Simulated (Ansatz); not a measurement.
Geometry relaxation, with input and output: Zn₁₇O₁₈ (charge −1) (part 1 of 4)

- system: Zn₁₇O₁₈ (defect cell, 35 atoms in the cell, total charge −1)
- method: DFT PBEsol, scalar-relativistic, plane waves, PAW, spin-polarised (Ansatz 0.2.0)

The structure derives from a Materials Project entry. It belongs to a series of runs on one base structure; here: V_Zn, charge -1, atoms relaxed at the host's cell. Figures and captions count atoms from 1; the log counts them from 0 in places.

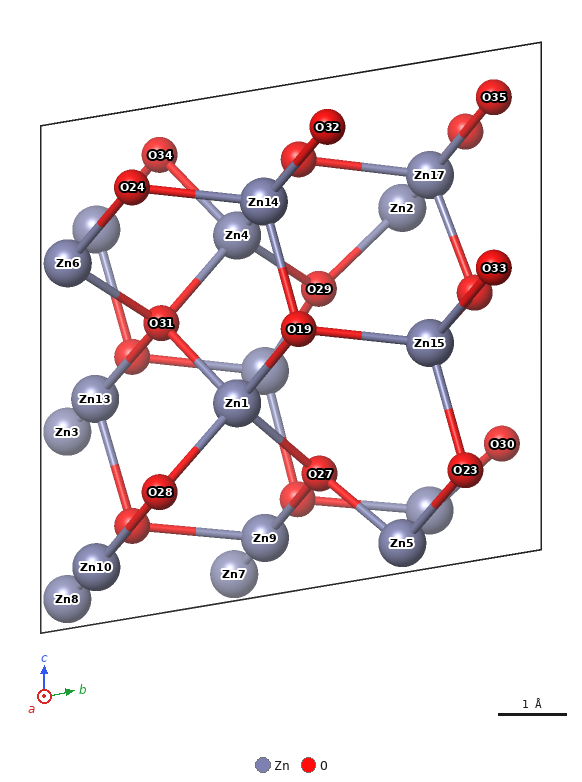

Figure 1. The structure as given in the input (ball-and-stick view of the cell of the calculation, along the a axis; atoms are numbered from 1 in the order of the input). An atom can appear more than once, as a periodic image. Near neighbours in the periodic cell (some may lie outside the picture): Zn has 4 O at 1.87 to 2.02 Å; O has 3 Zn at 1.87 to 1.91 Å; O has 4 Zn at 1.96 to 2.02 Å.

**Results in brief**

- outcome: converged
- electrons treated: 313
- free energy: −65865.4498 eV
- Fermi energy: 6.607 eV
- gap on the k-point mesh: none (metallic)
- net moment of the cell: 1.00 μB
- integrated absolute moment: 1.16 μB
- final volume: 424.11 Å³
- largest force (length of the vector) at the end: 0.005 eV/Å
- hardware: 8 threads of AMD EPYC (Zen 3), 24 GiB of memory available, shared host
- wall time: 92 s (CPU time 12 min)
- peak memory: 3.3 GiB

**Notes**

The cell is charged and computed with a neutralising background, so its energy and pressure depend on the cell and aren't those of a real crystal.

**Input**
```yaml
crystal:
  lattice:
    - [-4.845775115, 2.7977095671, 5.2139362521]
    - [0.0, -5.5954191341, 5.2139362521]
    - [4.845775115, 2.797709567, 5.2139362521]
  atoms:
    - { symbol: Zn, position: [0.719288498, 0.3924574852, 0.3885541383] }
    - { symbol: Zn, position: [0.0586475209, 0.7223404149, 0.7192967941] }
    - { symbol: Zn, position: [0.0586212237, 0.053094371, 0.388537435] }
    - { symbol: Zn, position: [0.3885551763, 0.3924156108, 0.719272694] }
    - { symbol: Zn, position: [0.7193091704, 0.7223468434, 0.058657377] }
    - { symbol: Zn, position: [0.7201640862, 0.0539399985, 0.7201518834] }
    - { symbol: Zn, position: [0.0527931349, 0.3865897684, 0.0527885301] }
    - { symbol: Zn, position: [0.3885453718, 0.0530682083, 0.0585927026] }
    - { symbol: Zn, position: [0.4429131335, 0.4479072824, 0.1141002846] }
    - { symbol: Zn, position: [0.7772114499, 0.111045534, 0.1118894205] }
    - { symbol: Zn, position: [0.1141177101, 0.4478849057, 0.4429105353] }
    - { symbol: Zn, position: [0.1140882006, 0.776727875, 0.1140676305] }
    - { symbol: Zn, position: [0.4438646774, 0.1088099267, 0.4438310201] }
    - { symbol: Zn, position: [0.7772325415, 0.4457047366, 0.7772428157] }
    - { symbol: Zn, position: [0.7750314352, 0.7776532826, 0.4438616244] }
    - { symbol: Zn, position: [0.1119100571, 0.1110328394, 0.7772059679] }
    - { symbol: Zn, position: [0.4438817196, 0.7776556317, 0.77499825] }
    - { symbol: O, position: [0.531545474, 0.8669624716, 0.5284194044], spin: 0.25 }
    - { symbol: O, position: [0.8489337623, 0.5153768063, 0.5146634806] }
    - { symbol: O, position: [0.1816157487, 0.848457501, 0.848904403] }
    - { symbol: O, position: [0.1815978752, 0.1827149279, 0.5146310106] }
    - { symbol: O, position: [0.5146531751, 0.5153810952, 0.8489142798] }
    - { symbol: O, position: [0.8489319788, 0.8484749153, 0.1815869465] }
    - { symbol: O, position: [0.8485237937, 0.1823250431, 0.8485013231] }
    - { symbol: O, position: [0.1795038701, 0.5133307369, 0.1795003338] }
    - { symbol: O, position: [0.5146337373, 0.1827305412, 0.1815560352] }
    - { symbol: O, position: [0.5849948613, 0.557049903, 0.2230628209], spin: 0.25 }
    - { symbol: O, position: [0.9036511557, 0.237466333, 0.2390122585] }
    - { symbol: O, position: [0.2226624241, 0.5556608617, 0.587295145], spin: 0.25 }
    - { symbol: O, position: [0.2217862248, 0.9213488659, 0.2220137195], spin: 0.25 }
    - { symbol: O, position: [0.5714193264, 0.2410402887, 0.5713947908] }
    - { symbol: O, position: [0.9036617307, 0.5728232726, 0.9036568452] }
    - { symbol: O, position: [0.9072777832, 0.9052083677, 0.5714191497] }
    - { symbol: O, position: [0.2390115298, 0.2374598446, 0.9036480828] }
    - { symbol: O, position: [0.5714414776, 0.9052022056, 0.9072568136] }
  host:
    lattice:
      - [3.2305167433, 0.0, 0.0]
      - [-1.6152583716, 2.7977095671, 0.0]
      - [0.0, 0.0, 5.2139362521]
    atoms:
      - { symbol: Zn, position: [0.6666666667, 0.3333333333, 0.5006385768] }
      - { symbol: Zn, position: [0.3333333333, 0.6666666667, 0.0006385768] }
      - { symbol: O, position: [0.6666666667, 0.3333333333, 0.8796714232] }
      - { symbol: O, position: [0.3333333333, 0.6666666667, 0.3796714232] }
total_charge: -1
basis:
  ecutwfc: 420
  xc_grid: 2
kpoints:
  mp_grid: { grid: [2, 2, 2], shift: [0.5, 0.5, 0.5] }
hamiltonian:
  xc: pbesol
scf:
  occupations: { method: gaussian, width: 0.02 }
  lower_state_search: "off"
output:
  forces: true
  stress: false
  eigenvalues: true
  populations: true
  charged_corrections:
    defect_position: [0.38910175, 0.72243508, 0.38910175]
    epsilon: [[10.1303, 0.0, 0.0], [0.0, 10.1303, 0.0], [0.0, 0.0, 10.993]]
  write_density: true
  write_potential: true
  elf: true
  volumetric_format: npy
magnetization:
  spin_polarized: true
relax:
  adjacent_minimum: "off"
  f_tol: 0.03
  max_steps: 40
```

Launch command:
```bash
ansatz run input.yaml --threads 8 --pin off --max-ram 16384MiB --backend cpu --events-out ev --progress --plain --runs-dir out
```

**What the program printed**
```
Engine: ansatz 0.2.0, x86_64-unknown-linux-gnu
Pseudopotentials: kind: paw
Pseudopotential: Zn, paw, valence charge 12, recommended cutoff 420 eV (normal), Zn.paw.azcp
Pseudopotential: O, paw, valence charge 6, recommended cutoff 420 eV (normal), O.paw.azcp
Functional definition: PBEsol
  exchange = pbesol_x
  correlation = pbesol_c
Crystal: 35 atoms, lattice volume = 424.114 Å³
Basis set: ecut = 420 eV, 8291 PW (Γ), exchange–correlation on 108×108×108 points (8 copies of the dense FFT grid, shifted against one another)
Bands: 192, of which v1, the nominal top of the filled ones, is band 157 counted from 1 (156 counted from 0)
Symmetry: 1 space group operations
Space group: P1 (ITA 1), of the structure as read, at distance tolerance 7.5e-5 Å
Magnetic group: BNS 1.1 (UNI 1), of the structure as read, at distance tolerance 7.5e-5 Å
k-points: 4 of 8 (time reversal used)
Non-local potential: Zn, projectors of the file, l = 0: 2, l = 1: 2, l = 2: 3, l = 3: 1
Non-local potential: O, projectors of the file, l = 0: 2, l = 1: 2, l = 2: 1
PAW form: soft (Blöchl's): semilocal exchange-correlation on the pseudo side does not see the compensation charge
PAW frozen core: Zn, regenerated for the run's functional, and the local potential with it (the file was generated under x = pbe(κ = 0.804, μ = 0.2195149727645171), c = pbe(β = 0.06672455060314922))
PAW frozen core: O, regenerated for the run's functional, and the local potential with it (the file was generated under x = pbe(κ = 0.804, μ = 0.2195149727645171), c = pbe(β = 0.06672455060314922))
PAW one-centre angular grid: Zn, 590 points (default); XC on 64 Gauss nodes
PAW one-centre angular grid: O, 110 points (default); XC on 64 Gauss nodes
Initial density: superposition of atomic densities (chi_scale 0.1, normalization cell, long waves kept (reshape's long-wave potential 0.19 eV rms))
Starting moments: Σ|m| = 1 μB on 4 of 35 sites
Initial wavefunctions: pseudopotential atomic-orbital guess
Functional: x = pbesol(κ = 0.804, μ = 0.12345679012345678), c = pbesol(β = 0.046)
SCF iter   1: F=—  HF=-65870.850127 eV  |F-HF|=—  |Δ(HF+E_count)|=         —  Δρ=4.49e-2 (↑4.49e-2 ↓4.42e-2)  dr2=1.76e1  dr2_m=1.07e-1  M=1.000 μB ∫|m|=1.120 μB  β_m=0.30  ethr=3.10e-3  ⟨swp⟩=6.0  Hψ=5634  notcnv=0
preconditioner: auto → Resta (q_TF=auto, 2.594 Å⁻¹)  ε∞=6.4  [insulator: Δε(μ)=0.146 eV  Ē_g=13.680 eV  σ=0.020 eV  W_gap=0.61  n_scr=130 (ndim 8)  ℏωp=31.9 eV  f_vac=0.024  D(μ)=19.30/eV (n_scr^D=190)  ε∞_Penn≈6.4]
spin=Collinear: Resta preconditioning applied to the charge; magnetization (m = ρ↑ − ρ↓) channel mixes plain (no charge-response kernel on spin).
SCF iter   2: F=—  HF=-65866.786065 eV  |F-HF|=—  |Δ(HF+E_count)|=    4.06e0  Δρ=2.35e-2 (↑2.35e-2 ↓2.22e-2)  dr2=4.94e0  dr2_m=4.73e-2  M=1.000 μB ∫|m|=1.120 μB  β_m=0.30  ethr=3.10e-3  ⟨swp⟩=2.1  Hψ=2842  notcnv=0  defer=234
SCF iter   3: F=—  HF=-65865.641435 eV  |F-HF|=—  |Δ(HF+E_count)|=    1.14e0  Δρ=8.35e-3 (↑8.35e-3 ↓7.64e-3)  dr2=8.29e-1  dr2_m=2.94e-2  M=1.000 μB ∫|m|=1.125 μB  β_m=0.30  ethr=1.58e-3  ⟨swp⟩=3.0  Hψ=2866  notcnv=0  defer=234
SCF iter   4: F=—  HF=-65865.357436 eV  |F-HF|=—  |Δ(HF+E_count)|=   2.84e-1  Δρ=5.29e-3 (↑3.27e-3 ↓5.29e-3)  dr2=2.32e-1  dr2_m=2.60e-2  M=1.000 μB ∫|m|=1.130 μB  β_m=0.30  ethr=2.65e-4  ⟨swp⟩=2.1  Hψ=2476  notcnv=0  defer=234
SCF iter   5: F=—  HF=-65865.386826 eV  |F-HF|=—  |Δ(HF+E_count)|=   2.94e-2  Δρ=3.45e-3 (↑2.51e-3 ↓3.45e-3)  dr2=5.90e-2  dr2_m=1.07e-2  M=1.000 μB ∫|m|=1.134 μB  β_m=0.30  ethr=7.42e-5  ⟨swp⟩=2.9  Hψ=2488  notcnv=0  defer=234
SCF iter   6: F=—  HF=-65865.426328 eV  |F-HF|=—  |Δ(HF+E_count)|=   3.95e-2  Δρ=3.08e-3 (↑2.01e-3 ↓3.08e-3)  dr2=4.52e-2  dr2_m=7.37e-3  M=1.000 μB ∫|m|=1.136 μB  β_m=0.30  ethr=1.88e-5  ⟨swp⟩=3.0  Hψ=2491  notcnv=0  defer=234
SCF iter   7: F=—  HF=-65865.435498 eV  |F-HF|=—  |Δ(HF+E_count)|=   9.17e-3  Δρ=2.00e-3 (↑1.39e-3 ↓2.00e-3)  dr2=1.70e-2  dr2_m=3.73e-3  M=1.000 μB ∫|m|=1.139 μB  β_m=0.30  ethr=1.44e-5  ⟨swp⟩=1.2  Hψ=1370  notcnv=0  defer=234
SCF iter   8: F=—  HF=-65865.433696 eV  |F-HF|=—  |Δ(HF+E_count)|=   1.80e-3  Δρ=9.47e-4 (↑8.91e-4 ↓9.47e-4)  dr2=4.01e-3  dr2_m=2.09e-3  M=1.000 μB ∫|m|=1.141 μB  β_m=0.30  ethr=5.42e-6  ⟨swp⟩=2.8  Hψ=2462  notcnv=0  defer=234
SCF iter   9: F=—  HF=-65865.435352 eV  |F-HF|=—  |Δ(HF+E_count)|=   1.66e-3  Δρ=6.66e-4 (↑6.66e-4 ↓6.60e-4)  dr2=9.72e-4  dr2_m=1.26e-3  M=1.000 μB ∫|m|=1.143 μB  β_m=0.30  ethr=1.28e-6  ⟨swp⟩=1.8  Hψ=2274  notcnv=0  defer=234
SCF iter  10: F=—  HF=-65865.437683 eV  |F-HF|=—  |Δ(HF+E_count)|=   2.33e-3  Δρ=4.53e-4 (↑4.35e-4 ↓4.53e-4)  dr2=2.66e-4  dr2_m=6.79e-4  M=1.000 μB ∫|m|=1.144 μB  β_m=0.30  ethr=3.10e-7  ⟨swp⟩=2.2  Hψ=2491  notcnv=0  defer=234
Mixer restart at iter 10: flushing history
spin-set hold released at iteration 10 (site moments contracting): the magnetisation degrees of freedom join the quasi-Newton model from the next iteration; the mixer history was flushed
SCF iter  11: F=—  HF=-65865.437935 eV  |F-HF|=—  |Δ(HF+E_count)|=   2.52e-4  Δρ=3.66e-4 (↑3.37e-4 ↓3.66e-4)  dr2=1.91e-4  dr2_m=4.27e-4  M=1.000 μB ∫|m|=1.146 μB  β_m=0.58  ethr=8.49e-8  ⟨swp⟩=2.0  Hψ=2495  notcnv=0  defer=234
SCF iter  12: F=—  HF=-65865.438236 eV  |F-HF|=—  |Δ(HF+E_count)|=   3.01e-4  Δρ=3.11e-4 (↑2.06e-4 ↓3.11e-4)  dr2=5.06e-4  dr2_m=1.71e-4  M=1.000 μB ∫|m|=1.147 μB  β_m=0.71  ethr=6.11e-8  ⟨swp⟩=2.0  Hψ=2444  notcnv=0  defer=234
SCF iter  13: F=—  HF=-65865.438356 eV  |F-HF|=—  |Δ(HF+E_count)|=   1.20e-4  Δρ=5.95e-5 (↑3.49e-5 ↓5.95e-5)  dr2=2.78e-5  dr2_m=2.45e-6  M=1.000 μB ∫|m|=1.150 μB  β_m=0.70  ethr=6.11e-8  ⟨swp⟩=2.0  Hψ=2524  notcnv=0  defer=234
iter 14 did not close the SCF: its close was put off for a magnetic moment that had not settled (scf_convergence_deferred on its scf_iter line)
SCF iter  14: F=-65865.438346 eV  HF=-65865.438353 eV  |F-HF|=7.77e-6  |Δ(HF+E_count)|=   2.15e-6  Δρ=3.12e-5 (↑2.21e-5 ↓3.12e-5)  dr2=9.36e-6  dr2_m=8.49e-7  M=1.000 μB ∫|m|=1.150 μB  β_m=0.66  ethr=7.19e-9  ⟨swp⟩=16.8  Hψ=16895  notcnv=0
iter 15 did not close the SCF: its close was put off for a magnetic moment that had not settled (scf_convergence_deferred on its scf_iter line)
SCF iter  15: F=-65865.438339 eV  HF=-65865.438355 eV  |F-HF|=1.54e-5  |Δ(HF+E_count)|=   1.04e-6  Δρ=5.32e-5 (↑1.38e-5 ↓5.32e-5)  dr2=1.87e-5  dr2_m=2.16e-6  M=1.000 μB ∫|m|=1.150 μB  β_m=0.51  ethr=2.99e-9  ⟨swp⟩=8.0  Hψ=11946  notcnv=0
iter 16 did not close the SCF: its close was put off for a magnetic moment that had not settled (scf_convergence_deferred on its scf_iter line)
SCF iter  16: F=-65865.438353 eV  HF=-65865.438354 eV  |F-HF|=1.19e-6  |Δ(HF+E_count)|=   6.62e-7  Δρ=1.80e-5 (↑7.14e-6 ↓1.80e-5)  dr2=2.18e-6  dr2_m=2.53e-7  M=1.000 μB ∫|m|=1.150 μB  β_m=0.70  ethr=2.99e-9  ⟨swp⟩=7.4  Hψ=10734  notcnv=0
SCF iter  17: F=-65865.438354 eV  HF=-65865.438354 eV  |F-HF|=6.59e-7  |Δ(HF+E_count)|=   2.97e-7  Δρ=1.06e-5 (↑5.15e-6 ↓1.06e-5)  dr2=9.59e-7  dr2_m=7.30e-8  M=1.000 μB ∫|m|=1.151 μB  ethr=6.96e-10  ⟨swp⟩=7.6  Hψ=11287  notcnv=0
SCF 1 converged in 17 iterations: F = -65865.438354 eV  dr2 = 9.59e-7
  greatest PAW one-centre occupation: 0.988 electrons in one spin orbital (limit 2), on the Zn atom at site 8 (counted from 0), in its partial waves of l = 2
relax step   1: F+E_penalty+E_count = -65865.43835350 eV  Δ(F+E_penalty+E_count) = +0.000e0 eV  max|allowed force component| = 3.206e-1 eV/Å  Δτ_max = 0.0000 Å  (17 SCF iters, dr2 threshold 2.25e-5 eV, accepted)
Initial density: handed on by an earlier stage of this run
Starting moments: Σ|m| = 1 μB on 4 of 35 sites; this step starts from the density that it was given
Initial wavefunctions: those handed on with the density
iter 1 solved again at ethr=2.97e-7 eV; its pass at ethr=3.10e-3 eV (dr2=9.29e-4 eV) is discarded
```
